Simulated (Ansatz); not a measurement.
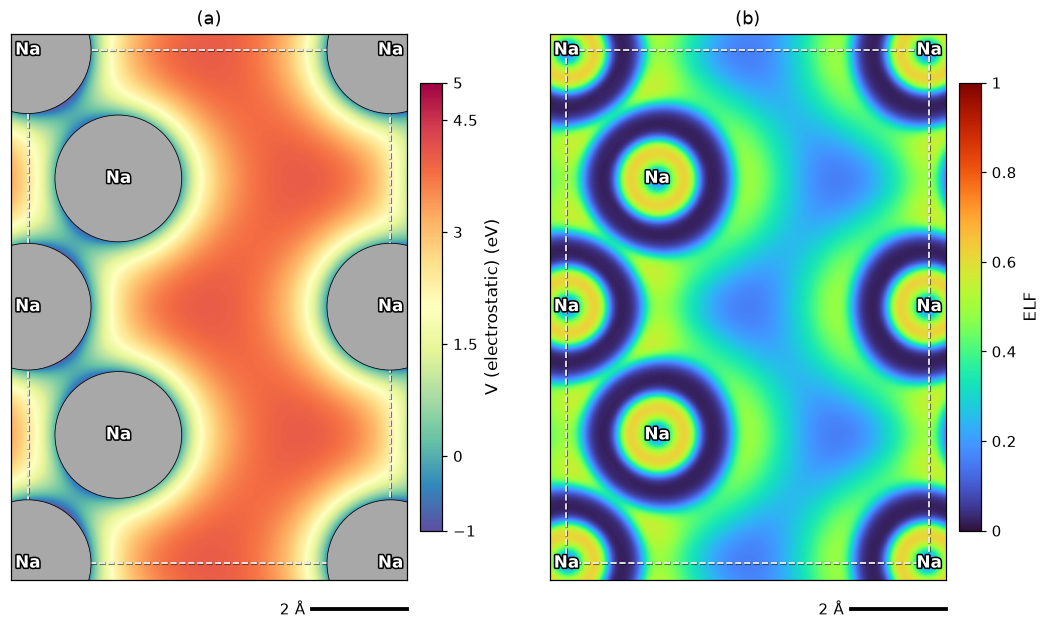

*Na. (a) electrostatic potential energy of an electron; (b) ELF on the (011) plane of the conventional cell. Grey discs cover the atomic cores in the potential map.*

Space group Fd-3m; set up as Na, diamond; a generated structure, not necessarily the stable one.

The calculation used Ansatz 0.2.0, DFT, r2SCAN0, plane waves (500 eV) with PAW, scalar-relativistic.

In a PAW calculation such maps are meaningful between the atoms, not at the nuclei.

Input file:

```
crystal:
  lattice:
    - [0.0, 3.8149304438, 3.8149304438]
    - [3.8149304438, 0.0, 3.8149304438]
    - [3.8149304438, 3.8149304438, 0.0]
  atoms:
    - { symbol: Na, position: [0.125, 0.125, 0.125] }
    - { symbol: Na, position: [0.875, 0.875, 0.875] }
hamiltonian:
  xc: r2scan0
  pseudopotentials:
    kind: paw
    azcp:
      Na: "pseudopotentials/Na.paw.azcp"
basis:
  ecutwfc: 500
  fft_grid_basis: typed
kpoints:
  mp_grid: { grid: [4, 4, 4], shift: [0, 0, 0] }
magnetization:
  spin_polarized: false
scf:
  occupations: { method: fermi_dirac, width: 0.1 }
output:
  write_density: true
  write_potential: true
  elf: true
  volumetric_format: npy
```

Command:

```sh
ansatz run input.yaml --threads 4 --pin off --max-ram 8192MiB --backend cpu --events-out ev --progress --plain --runs-dir out
```

Below, planes, directions and counts refer to the conventional cell (a = 7.63 Å, b = 7.63 Å, c = 7.63 Å, α = 90.00°, β = 90.00°, γ = 90.00°).

### Read the bonding off the picture.

- The plane passes through Na nuclei.
- Na–Na (3.30 Å): the ELF is about 0.35 at the midpoint.
- The features right at Na lie inside the PAW spheres, where the map follows smoothed inner orbitals and isn't to be read closely.
- Outside the cores the potential energy rises away from the atoms and is highest about 3.3 Å from the nearest atoms; its zero is arbitrary.

### Does the calculation make it a metal, or give it a gap?

It is metallic or semimetallic at this level of theory: no gap opens.
